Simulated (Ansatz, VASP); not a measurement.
# TiHg: VASP beside Ansatz, part 2 of 2

Wanted: the spread between two codes on one cell, functional and k mesh.  The structure shown is the end of the VASP relaxation below.

VASP 6.6.1 and Ansatz 0.2.0.

So far: Set-up; VASP: relaxation, PBEsol.

### Step 3. Ansatz: single point, PBEsol

Level of this step: Ansatz beside VASP: Kohn-Sham DFT, plane waves, PBEsol (Ansatz).

Ansatz runs on its default PAW (the set named soft_2) files.

The same cell, functional, mesh and smearing now go to Ansatz, which takes its cutoff from its data sets.

File input.yaml:

```yaml
crystal:
  lattice:
    - [3.009, 0.0, 0.0]
    - [0.0, 3.009, 0.0]
    - [0.0, 0.0, 25.1025]
  atoms:
    - { symbol: Ti, position: [0.5, 0.5, 0.29877502] }
    - { symbol: Ti, position: [0.5, 0.5, 0.459755] }
    - { symbol: Ti, position: [0.5, 0.5, 0.6173447] }
    - { symbol: Hg, position: [0.0, 0.0, 0.37926501] }
    - { symbol: Hg, position: [0.0, 0.0, 0.53838649] }
    - { symbol: Hg, position: [0.0, 0.0, 0.69379039] }
hamiltonian:
  xc: pbesol
  pseudopotentials: { kind: paw }
kpoints:
  mp_grid: { grid: [9, 9, 1] }
scf:
  occupations: { method: methfessel_paxton, width: 0.2 }
  n_extra_bands: 5
efield:
  axis: 3
  dipole_correction: true
  ramp_width: 0.04
output:
  forces: true
  eigenvalues: true
```

Launch:

```
$ ansatz run input.yaml --threads 4 --pin off --max-ram 9216MiB --backend cpu --events-out ev --progress --plain --runs-dir out
```

Numbers of over 12 decimals in the logs are rounded to 6 here.

Output:

```text
scf.n_extra_bands = 5 over 48 filled bands (N_el = 96.0): the run solves 53 bands
Engine: ansatz 0.2.0, x86_64-unknown-linux-gnu
Pseudopotentials: kind: paw
Pseudopotential: Ti, paw, valence charge 12, recommended cutoff 420 eV (normal), Ti.paw.azcp
Pseudopotential: Hg, paw, valence charge 20, recommended cutoff 420 eV (normal), Hg.paw.azcp
Functional definition: PBEsol
  exchange = pbesol_x
  correlation = pbesol_c
Crystal: 6 atoms, lattice volume = 227.280 Å³
Basis set: ecut = 420 eV, 4379 PW (Γ), exchange–correlation on 48×48×360 points (8 copies of the dense FFT grid, shifted against one another)
Bands: 53, of which v1, the nominal top of the filled ones, is band 48 counted from 1 (47 counted from 0)
Symmetry: 8 space group operations
Space group: P4mm (ITA 99), of the structure as read, at distance tolerance 6.1e-5 Å
k-points: 15 of 81
Non-local potential: Ti, projectors of the file, l = 0: 3, l = 1: 2, l = 2: 3, l = 3: 1
Non-local potential: Hg, projectors of the file, l = 0: 3, l = 1: 2, l = 2: 2, l = 3: 1
PAW form: soft (Blöchl's): semilocal exchange-correlation on the pseudo side does not see the compensation charge
PAW frozen core: Ti, regenerated for the run's functional, and the local potential with it (the file was generated under x = pbe(κ = 0.804, μ = 0.219515), c = pbe(β = 0.066725))
PAW frozen core: Hg, regenerated for the run's functional, and the local potential with it (the file was generated under x = pbe(κ = 0.804, μ = 0.219515), c = pbe(β = 0.066725))
PAW one-centre angular grid: Ti, 590 points (default); XC on 64 Gauss nodes
PAW one-centre angular grid: Hg, 590 points (default); XC on 64 Gauss nodes
Initial density: superposition of atomic densities (neutral atoms: chi_scale 0, normalization atom), corrected by the library's trained network
Initial wavefunctions: pseudopotential atomic-orbital guess
Functional: x = pbesol(κ = 0.804, μ = 0.123457), c = pbesol(β = 0.046)
SCF iter   1: F=—  HF=-48424.463337 eV  |F-HF|=—  |Δ(HF+E_count)|=         —  Δρ=7.20e-3  dr2=7.99e-1  ethr=1.77e-3  p=-0.033 e·Å  D=-2.65e-2 V/Å  ΔV_dip=0.67 eV  dr2_dipole=2.62e-1  V_vac-E_F(+/−)=4.57/3.90 eV  ⟨swp⟩=6.9  Hψ=2938  notcnv=0
efield: sawtooth ramp at fractional position 0.9763 (placed from the atoms, in the widest stretch of the axis that holds none; the zero of the levels goes with the place), width 0.0400; the density the first Hamiltonian is built on has a dipole p = -0.033 e·Å; the dipole correction subtracts the counter field D = -2.65e-2 V/Å, which shifts the + side's vacuum level by +0.67 eV against the − side's; the planar-averaged density in the ramp window peaks in size at 4.9e-5 e/Å³
preconditioner: auto → LDOS  [metal: Δε(μ)=0.025 eV  Ē_g=6.351 eV  σ=0.200 eV  W_gap=0.11  n_scr=54 (ndim 8)  ℏωp=17.1 eV  f_vac=0.470  D(μ)=10.05/eV (n_scr^D=82)  β→1.0]
SCF iter   2: F=—  HF=-48424.437362 eV  |F-HF|=—  |Δ(HF+E_count)|=   2.60e-2  S|Δr|=    0.00e0  Δρ=2.94e-3  dr2=2.36e-2  ethr=8.32e-4  p=-0.015 e·Å  D=-1.16e-2 V/Å  ΔV_dip=0.29 eV  dr2_dipole=4.13e-5  V_vac-E_F(+/−)=4.28/3.99 eV  ⟨swp⟩=2.0  Hψ=1033  notcnv=0
SCF iter   3: F=—  HF=-48424.441361 eV  |F-HF|=—  |Δ(HF+E_count)|=   4.00e-3  S|Δr|=    0.00e0  Δρ=1.02e-3  dr2=3.54e-3  ethr=2.46e-5  p=-0.014 e·Å  D=-1.10e-2 V/Å  ΔV_dip=0.28 eV  dr2_dipole=1.41e-4  V_vac-E_F(+/−)=4.26/3.98 eV  ⟨swp⟩=2.6  Hψ=1508  notcnv=0
SCF iter   4: F=—  HF=-48424.440880 eV  |F-HF|=—  |Δ(HF+E_count)|=   4.80e-4  S|Δr|=    0.00e0  Δρ=4.52e-4  dr2=2.07e-3  ethr=3.69e-6  p=-0.012 e·Å  D=-9.41e-3 V/Å  ΔV_dip=0.24 eV  dr2_dipole=6.14e-4  V_vac-E_F(+/−)=4.24/4.00 eV  ⟨swp⟩=2.2  Hψ=1051  notcnv=0
SCF iter   5: F=—  HF=-48424.440981 eV  |F-HF|=—  |Δ(HF+E_count)|=   1.01e-4  S|Δr|=    0.00e0  Δρ=1.94e-4  dr2=2.83e-4  ethr=2.16e-6  p=-0.011 e·Å  D=-8.63e-3 V/Å  ΔV_dip=0.22 eV  dr2_dipole=7.72e-5  V_vac-E_F(+/−)=4.24/4.02 eV  ⟨swp⟩=1.1  Hψ=797  notcnv=0
SCF iter   6: F=—  HF=-48424.441055 eV  |F-HF|=—  |Δ(HF+E_count)|=   7.34e-5  S|Δr|=    0.00e0  Δρ=8.11e-5  dr2=5.18e-5  ethr=2.95e-7  p=-0.010 e·Å  D=-7.85e-3 V/Å  ΔV_dip=0.20 eV  dr2_dipole=6.01e-6  V_vac-E_F(+/−)=4.23/4.04 eV  ⟨swp⟩=2.1  Hψ=1162  notcnv=0
SCF iter   7: F=—  HF=-48424.441129 eV  |F-HF|=—  |Δ(HF+E_count)|=   7.48e-5  S|Δr|=    0.00e0  Δρ=3.30e-5  dr2=1.44e-5  ethr=5.40e-8  p=-0.010 e·Å  D=-7.66e-3 V/Å  ΔV_dip=0.19 eV  dr2_dipole=1.49e-6  V_vac-E_F(+/−)=4.23/4.04 eV  ⟨swp⟩=1.7  Hψ=982  notcnv=0
SCF iter   8: F=—  HF=-48424.441132 eV  |F-HF|=—  |Δ(HF+E_count)|=   2.30e-6  S|Δr|=    0.00e0  Δρ=1.21e-5  dr2=7.11e-7  ethr=1.50e-8  p=-0.009 e·Å  D=-7.41e-3 V/Å  ΔV_dip=0.19 eV  dr2_dipole=2.34e-8  V_vac-E_F(+/−)=4.23/4.05 eV  ⟨swp⟩=1.9  Hψ=938  notcnv=0
SCF iter   9: F=—  HF=-48424.441132 eV  |F-HF|=—  |Δ(HF+E_count)|=   1.72e-7  S|Δr|=    0.00e0  Δρ=5.29e-6  dr2=2.13e-7  ethr=1.04e-10  p=-0.009 e·Å  D=-7.33e-3 V/Å  ΔV_dip=0.18 eV  dr2_dipole=7.07e-8  V_vac-E_F(+/−)=4.23/4.05 eV  ⟨swp⟩=8.4  Hψ=3676  notcnv=0
SCF iter  10: F=-48424.441132 eV  HF=-48424.441132 eV  |F-HF|=1.69e-8  |Δ(HF+E_count)|=   7.08e-8  S|Δr|=    0.00e0  Δρ=2.30e-6  dr2=1.62e-8  ethr=1.04e-10  p=-0.009 e·Å  D=-7.31e-3 V/Å  ΔV_dip=0.18 eV  dr2_dipole=1.12e-10  V_vac-E_F(+/−)=4.23/4.05 eV  ⟨swp⟩=5.0  Hψ=2858  notcnv=0
SCF 1 converged in 10 iterations: F = -48424.441132 eV  dr2 = 1.62e-8
  greatest PAW one-centre occupation: 1.000 electrons in one spin orbital (limit 2), on the Hg atom at site 4 (counted from 0), in its partial waves of l = 0
SCF converged after 10 iterations
Stability not checked: this state was not tested for a lower state beside it, because cold or Methfessel-Paxton smearing, or corrected tetrahedra, fill the levels in a way that the test cannot read (fill_not_monotonic; see scf.lower_state_search)
Free energy (F): -48424.441132 eV
Harris-Foulkes:  -48424.441132 eV  (|F-HF|=1.69e-8)
Internal energy: -48424.430545 eV  (E = F + TS)
E sigma→0 (E₀):  -48424.438485 eV
Entropy (-TS):   -0.010587 eV (-1.764 meV/atom)
Fermi energy:    5.874064 eV
Step filling:    the computed levels leave a gap of 0.0052 eV = 0.0 smearing widths at the electron count; against every level under it full and every level over it empty, smearing changes F+E_penalty+E_count by +0.379 meV and its σ→0 estimate by +3.026 meV
Dipole field:    D = -0.007328 V/Å  (p = -0.009204 e·Å, saw-weighted, corrected)
Work function:   Φ+ = 4.2320 eV   Φ− = 4.0480 eV
Levels:          The Fermi level and band energies are counted from a zero that moves with the ramp; work functions are not
--- Per-component energies (eV) ---
  E_band       = -2479.949039
  E_kinetic    = 2626.035571
  E_local      = -118192.479965  (includes V_loc(G=0)·N_el)
  E_nonlocal   = 252.194461
  E_hartree    = 57910.424119
  E_xc         = -948.488925
  E_vxc        = -1151.752886  (∫ρ·V_xc dr)
  E_paw        = -32464.780490  (= ΣΔE_a)
  E_vpaw       = -1835.018696  (= ΣTr[D̂ρ^β])
  E_aug_tail   = 0.003008  (compensation charges beyond the density's cutoff)
  E_efield     = 0.000034  (sawtooth field / dipole correction)
  E_vefield    = 0.201714  (∫n·V_field dr)
  E_ewald      = 42391.257536
  E_core_change = 1.404107  (= ΣΔE_core)
  E_smearing   = -0.010587  (= −TS)
  E_closure    = 0.000000  (closes the sum)
  Σ components = -48424.441132   (vs F -48424.441132, Δ=0.00e0)
--- Forces (eV/Å), atoms counted from 1 ---
  atom   1  Ti    -0.00000000     0.00000000     0.28853515
  atom   2  Ti    -0.00000000     0.00000000    -0.14930376
  atom   3  Ti     0.00000000     0.00000000     0.00576255
  atom   4  Hg     0.00000000     0.00000000    -0.09584216
  atom   5  Hg     0.00000000     0.00000000    -0.00486157
  atom   6  Hg    -0.00000000     0.00000000    -0.04428234
  max |Σ_I F_I| component: 7.87e-6 eV/Å
--- Band table (eV; the first three rows and the last of 15) ---
  k-point 0: bands = [... 44 lower, 4.9535, 5.1618, 5.2571, 5.3869, 5.9465, 6.7593, 6.7877, 7.0618, ... 1 higher]
  k-point 1: bands = [... 44 lower, 5.0288, 5.3043, 5.3717, 5.4826, 5.9727, 6.5084, 6.5719, 6.7878, ... 1 higher]
  k-point 2: bands = [... 44 lower, 5.1333, 5.6125, 5.6163, 5.7055, 5.7974, 6.0423, 6.2842, 6.8589, ... 1 higher]
  k-point 14: bands = [... 44 lower, 4.9534, 5.1510, 5.7796, 6.2153, 6.8647, 7.2331, 7.2620, 7.4302, ... 1 higher]
```

It took 5.1 s on 4 threads of Intel Xeon Platinum 8375C at 2.90GHz (Ice Lake), shared host; peak memory 0.71 GiB.

Reading the cycles: dr2 is the Hartree energy of the density residual (eV), the measure of convergence; HF is the Harris–Foulkes estimate of the energy, which meets the free energy F at convergence.

### Step 4. Differences

Known differences besides the PAW data sets themselves: the data sets hold 96 valence electrons in Ansatz (default PAW (the set named soft_2) files) and 72 in VASP; the cutoff is 420 eV in Ansatz and 300 eV in VASP (PREC = Normal); Ansatz makes its cores anew for this functional, VASP keeps those of its PBE data sets; VASP leaves aspherical gradient terms in its spheres out (LASPH is not set), Ansatz keeps them. Total energies have different zeros and are not compared.

Forces (eV/Å; atoms numbered as in POSCAR):

| atom | Ansatz x, y, z | VASP x, y, z |
| --- | --- | --- |
| Ti1 | 0.000, 0.000, 0.289 | 0.000, 0.000, 0.260 |
| Ti2 | 0.000, 0.000, -0.149 | 0.000, 0.000, -0.150 |
| Ti3 | 0.000, 0.000, 0.006 | 0.000, 0.000, -0.003 |
| Hg4 | 0.000, 0.000, -0.096 | 0.000, 0.000, -0.098 |
| Hg5 | 0.000, 0.000, -0.005 | 0.000, 0.000, -0.007 |
| Hg6 | 0.000, 0.000, -0.044 | 0.000, 0.000, -0.001 |

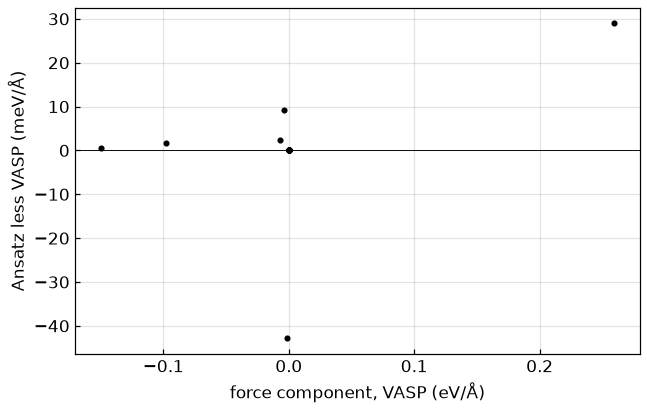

Difference of the force components against their size.

The forces differ by 12 meV/Å r.m.s., which is 16.7 % of the r.m.s. force of 0.07 eV/Å (both taken over all components, held atoms included).

### Step 5. Looking for the cause

The difference is large enough to ask for its cause, so further runs change the set-up of one program at a time, as the table lists.

| run | r.m.s. force difference (meV/Å) |
| --- | --- |
| as above | 12 |
| cores kept as stored, as VASP does, whose cores stay as stored | 12 |
| Ansatz's larger PAW set (cutoff 1000 eV) | 12 |
| norm-conserving potentials (cutoff 1143 eV) | 15 |

### Step 6. Results

| Item | Value |
| --- | --- |
| r.m.s. force difference (single point, PBEsol) | 12 meV/Å |

In words: The r.m.s. force difference is 12 meV/Å (single point, PBEsol), at about the 12 meV/Å picked in this series as the mark of a large difference. For single point, PBEsol: no further run halves the r.m.s. force difference; only Ansatz's side was varied, and Ansatz's runs with other potentials lie closer to each other than to VASP, which for this quantity points to VASP's side; this was not tested here. Differences of this kind measure data sets and numerical settings, not the functional's error against experiment.

[Lines on the potential files, build, host, timing and source positions are cut from VASP's logs without a mark.]

[Logs are printed without paths, hosts, clocks, repeated set-up lines and the standing remarks that a program may print on its own settings, such as how far it seeks lower states.]

[Hosts, paths, dates, database ids (printed as entryN), source tags and the programs' standing remarks are cut or masked in the printed files.]
